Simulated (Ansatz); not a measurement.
System: antifluorite-type K₂S, space group Fm-3m, 3 atoms in the primitive cell, relaxed with r2SCAN; cubic a = 7.406 Å. Starting point: PBE, Ansatz PAW set, no spin polarisation, no spin-orbit coupling, 4×4×4 k mesh, 420 eV cutoff, fixed occupations (Ansatz). Many-body step: G0W0 with empty bands 230, screening cutoff 100 eV and frequency treatment contour deformation.

In PBE the smallest gap over these k points is 2.38 eV, with direct gaps of 2.58 eV at Γ, 3.51 eV at X and 3.74 eV at W.

What does G0W0 give?

Over the k points that were corrected, the smallest gap goes from 2.38 eV in PBE (X to Γ) to 3.84 eV in G0W0 (X to Γ), a change of +1.46 eV (+61 %). Counted from the valence top, the lowest empty level moves by +1.46 eV at Γ, +1.57 eV at X and +1.61 eV at W; over the 8 points that were corrected the shifts run from +1.46 to +1.63 eV: a spread of 0.17 eV on a mean of 1.57 eV, so one scissor shift describes this level well. The quasiparticle weight (renormalisation factor) lies between 0.74 and 0.82 for the top filled and first empty levels.

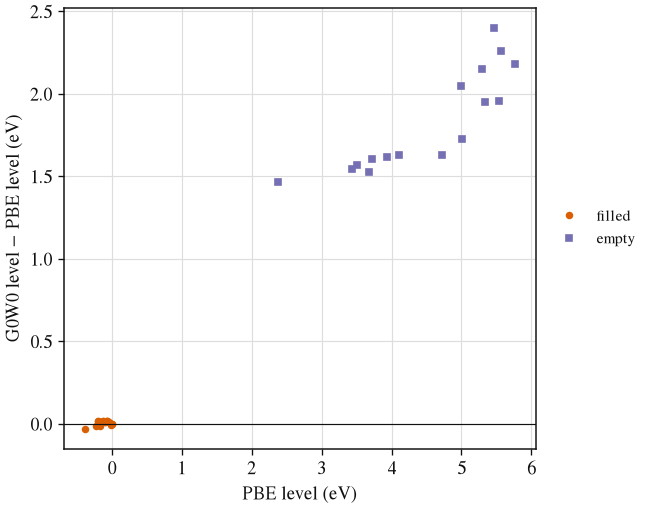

Change of each level from PBE to G0W0 against its PBE energy, both sets counted from their own valence top.

| k point | PBE direct gap (eV) | G0W0 direct gap (eV) |
| --- | --- | --- |
| Γ | 2.58 | 4.02 |
| X | 3.51 | 5.08 |
| W | 3.74 | 5.35 |

The k mesh is thin for GW. The cell was built by a generator and needn't be a form met in nature. Bands, cutoffs and mesh are finite, so these values aren't at the basis limit.
